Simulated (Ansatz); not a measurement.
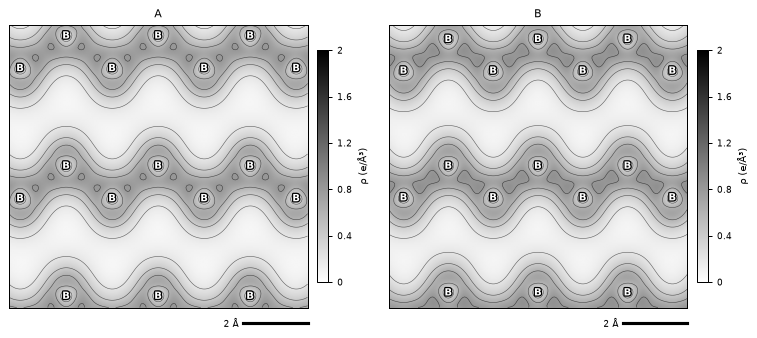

B. The valence charge density (pseudo) of two cells that differ in size, on the (011̄) plane of each (indices in the axes of the calculation cell), at one length scale and on one colour scale; one has 7.7 and the other 8.3 Å³ an atom.

These are results of DFT, LDA (PW92), plane waves (420 eV) with PAW, scalar-relativistic (Ansatz 0.2.0), not measurements.

In a PAW calculation such maps are meaningful between the atoms, not at the nuclei.

Which is the denser cell? Describe the effect of the change.

Answer. Panel B is the smaller cell, by 8 % in volume. From the larger cell to the smaller, B–B goes from 1.76 to 1.71 Å, and the density at its midpoint from 0.77 to 0.82 e/Å³; the pressure goes from −7 to 8 GPa.
